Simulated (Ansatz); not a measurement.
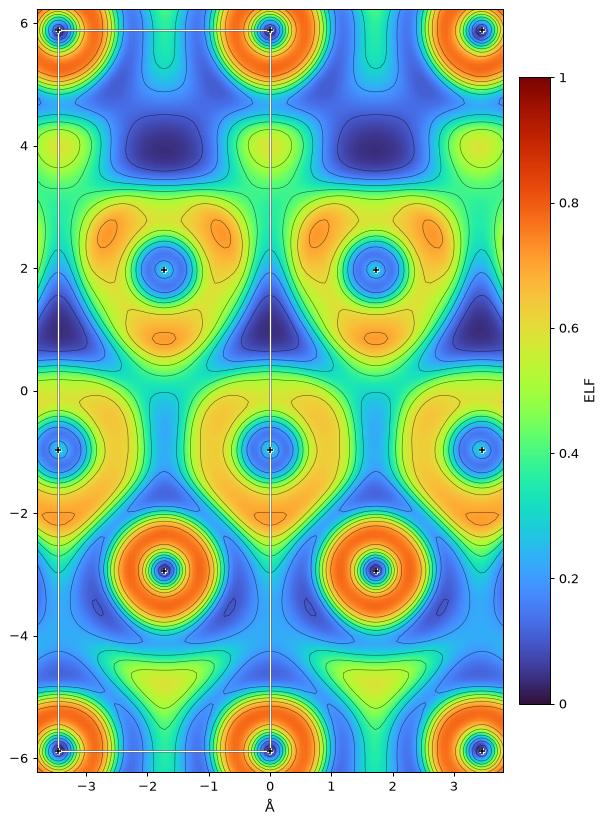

The electron localisation function on a plane through atoms (crosses mark nuclei in the plane).

Level of theory: DFT r2SCAN, scalar-relativistic, plane waves, PAW (Ansatz).

Candidates:
A. Ta3N5, a = 3.87 Å, b = 10.26 Å, c = 10.30 Å, α = 90.00°, β = 90.00°, γ = 90.00°. Space group Cmcm.
B. NbAs, a = 3.46 Å, b = 3.46 Å, c = 11.77 Å, α = 90.00°, β = 90.00°, γ = 90.00°. Space group I4₁md.

Which candidate gave the map?

Answer. Candidate B: NbAs on the (100) plane of the conventional cell, which holds Nb and As. Nb–As (2.62 Å): the ELF is about 0.40 at the midpoint.
